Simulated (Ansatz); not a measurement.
## Ti: 7 runs along one coordinate

System: Ti (P6/mmm, 3 atoms in the cell).
Method: DFT PBE, scalar-relativistic, plane waves, PAW, PAW set soft_1, no spin polarisation (Ansatz 0.2.0).

The 7 runs differ only in the geometry, by a strain of the cell at fixed fractional positions. Against run 4, the strain is εzz = η. The structure derives from a Materials Project entry.

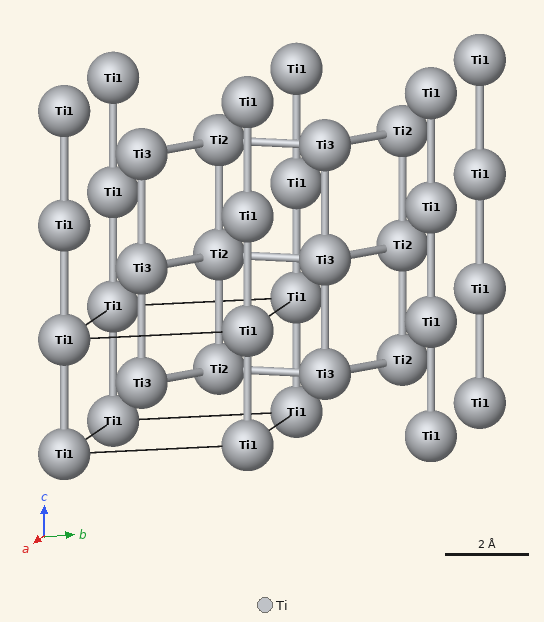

Figure 1. The structure of run 4 (ball-and-stick view of the cell of the calculation, repeated 1 × 2 × 3, seen slightly off an axis; atoms are numbered from 1 in the order of the input). An atom can appear more than once, as a periodic image.

### Input of run 4
```yaml
crystal:
  lattice:
    - [4.6249, 0.0, 0.0]
    - [-2.31245, 4.00528089, 0.0]
    - [0.0, 0.0, 2.8317615649]
  atoms:
    - { symbol: Ti, position: [0.0, 0.0, 0.0] }
    - { symbol: Ti, position: [0.3333333333, 0.6666666667, 0.5] }
    - { symbol: Ti, position: [0.6666666667, 0.3333333333, 0.5] }
basis:
  ecutwfc: 520.0
kpoints:
  mp_grid: { grid: [12, 12, 14] }
hamiltonian:
  xc: pbe
  pseudopotentials: { kind: paw, azcp: { folder: soft_1 } }
scf:
  occupations: { method: gaussian, width: 0.15 }
output:
  forces: true
  stress: true
  eigenvalues: true
```

Command:
```bash
ansatz run input.yaml --threads 2 --pin off --max-ram 4096MiB --backend cpu --events-out ev --progress --plain --runs-dir out
```

Lattice vectors (Å) and fractional positions of run 4:
```
   4.624900    0.000000    0.000000
  -2.312450    4.005281    0.000000
   0.000000    0.000000    2.831762
Ti  0.000000  0.000000  0.000000
Ti  0.333333  0.666667  0.500000
Ti  0.666667  0.333333  0.500000
```

Run 2 differs from it as follows:
```diff
-    - [0.0, 0.0, 2.8317615649]
+    - [0.0, 0.0, 2.6052]
```

### Results, with one run withheld

```csv
run,strain parameter η (%),"free energy per atom, from the lowest run given (meV)",pressure (GPa)
1,−11.9982,177.32,15.22
2,−8.0007,?,?
3,−3.9997,18.29,2.80
4,0.0000,0.00,−2.11
5,3.9989,23.33,−5.98
6,7.9999,78.54,−8.95
7,12.0010,156.91,−11.19
```

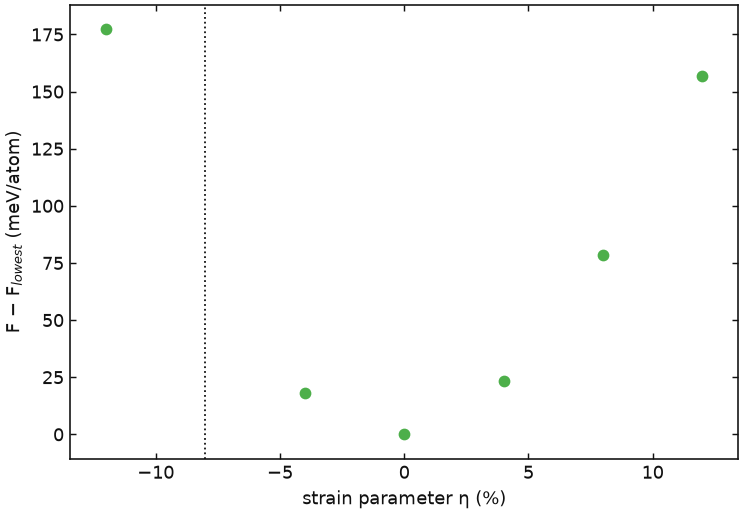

Figure 2. Free energy per atom of the runs given; the dotted line marks run 2.

Estimate the energy of run 2 from the others.

A cubic polynomial in the coordinate, fitted to the 6 runs given, misses them by at most 1.82 meV per atom. With x = η − 1.3336, it reads F = 5.2398 + 4.0553 x + 1.0979 x² − 0.013168 x³ (meV per atom). At run 2 it gives 73.75 meV per atom, and the run itself gives 84.48. The fit has its minimum at η = −0.4556 %. The fit misses that run by 10.73 meV per atom.

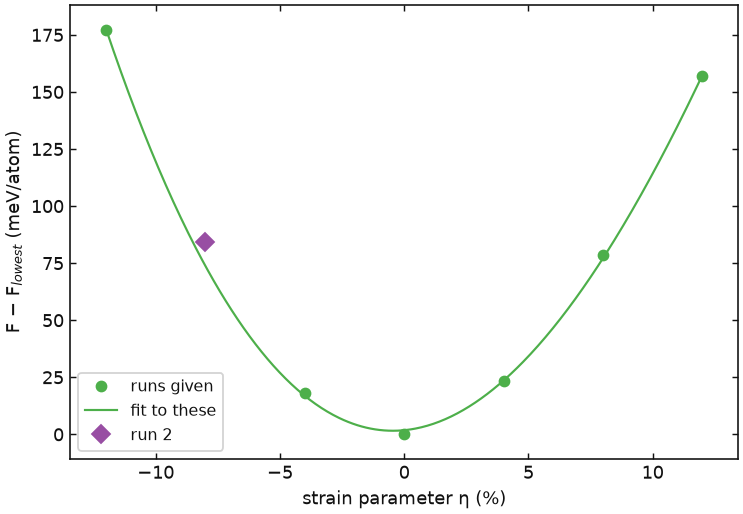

Figure 3. The fit and the withheld run.

### Output, shortened to warnings, some set-up lines, iterations and results (run 2)
```
Basis set: ecut = 520 eV, 1287 PW (Γ), exchange–correlation on 72×72×40 points (8 copies of the dense FFT grid, shifted against one another)
Symmetry: 24 space group operations
k-points: 152 of 2016
Initial density: superposition of atomic densities (chi_scale 0.1, normalization cell)
[...]
SCF iter   1: F=—  HF=-7499.336735 eV  |F-HF|=—  |Δ(HF+E_count)|=         —  Δρ=5.89e-2  dr2=1.78e0  ethr=3.10e-3  ⟨swp⟩=3.2  Hψ=11342  notcnv=0
SCF iter   2: F=—  HF=-7498.923856 eV  |F-HF|=—  |Δ(HF+E_count)|=   4.13e-1  Δρ=3.14e-2  dr2=5.57e-1  ethr=3.10e-3  ⟨swp⟩=2.0  Hψ=5783  notcnv=0
SCF iter   3: F=—  HF=-7498.779366 eV  |F-HF|=—  |Δ(HF+E_count)|=   1.44e-1  Δρ=2.96e-3  dr2=6.32e-3  ethr=1.55e-3  ⟨swp⟩=2.3  Hψ=5227  notcnv=0
SCF iter   4: F=—  HF=-7498.780180 eV  |F-HF|=—  |Δ(HF+E_count)|=   8.15e-4  Δρ=9.47e-4  dr2=6.38e-4  ethr=1.76e-5  ⟨swp⟩=2.2  Hψ=4885  notcnv=0
SCF iter   5: F=—  HF=-7498.780164 eV  |F-HF|=—  |Δ(HF+E_count)|=   1.60e-5  Δρ=3.52e-4  dr2=6.00e-5  ethr=1.77e-6  ⟨swp⟩=2.1  Hψ=4407  notcnv=0
SCF iter   6: F=—  HF=-7498.780118 eV  |F-HF|=—  |Δ(HF+E_count)|=   4.59e-5  Δρ=8.33e-5  dr2=2.49e-6  ethr=1.67e-7  ⟨swp⟩=2.3  Hψ=4769  notcnv=0
SCF iter   7: F=—  HF=-7498.780118 eV  |F-HF|=—  |Δ(HF+E_count)|=   2.02e-8  Δρ=2.64e-5  dr2=3.29e-7  ethr=6.92e-9  ⟨swp⟩=2.1  Hψ=4402  notcnv=0
SCF iter   8: F=-7498.780118 eV  HF=-7498.780118 eV  |F-HF|=5.21e-9  |Δ(HF+E_count)|=   2.78e-8  Δρ=3.04e-6  dr2=6.35e-9  ethr=2.78e-10  ⟨swp⟩=5.1  Hψ=13189  notcnv=0
SCF 1 converged in 8 iterations: F = -7498.780118 eV  dr2 = 6.35e-9
SCF converged after 8 iterations
Free energy (F): -7498.780118 eV
Harris-Foulkes:  -7498.780118 eV  (|F-HF|=5.21e-9)
Internal energy: -7498.729802 eV  (E = F + TS)
E sigma→0 (E₀):  -7498.754960 eV
Entropy (-TS):   -0.050317 eV (-16.772 meV/atom)
Fermi energy:    14.282622 eV
--- Per-component energies (eV) ---
  E_band       = -429.440266
  E_kinetic    = 849.995399
  E_local      = -2504.582230  (includes V_loc(G=0)·N_el)
  E_nonlocal   = 183.168936
  E_hartree    = 1002.708713
  E_xc         = -350.413379
  E_vxc        = -439.009093  (∫ρ·V_xc dr)
  E_paw        = -3128.124592  (= ΣΔE_a)
  E_vpaw       = -524.430400  (= ΣTr[D̂ρ^β])
  E_aug_tail   = -0.000086  (compensation charges beyond the density's cutoff)
  E_ewald      = -3551.482563
  E_smearing   = -0.050317  (= −TS)
  E_closure    = 0.000000  (closes the sum)
  Σ components = -7498.780118   (vs F -7498.780118, Δ=0.00e0)
--- Forces (eV/Å), atoms counted from 1 ---
  atom   1  Ti     0.00000000     0.00000000     0.00000000
  atom   2  Ti    -0.00000000     0.00000000     0.00000000
  atom   3  Ti    -0.00000000    -0.00000000     0.00000000
  max |Σ_I F_I| component: 5.55e-17 eV/Å
--- Stress (GPa, compression-positive) ---
        3.278756       0.000000       0.000000
        0.000000       3.278756       0.000000
        0.000000       0.000000      19.764056
  P = ⅓ Tr σ = 8.7739 GPa (87.739 kbar)
```
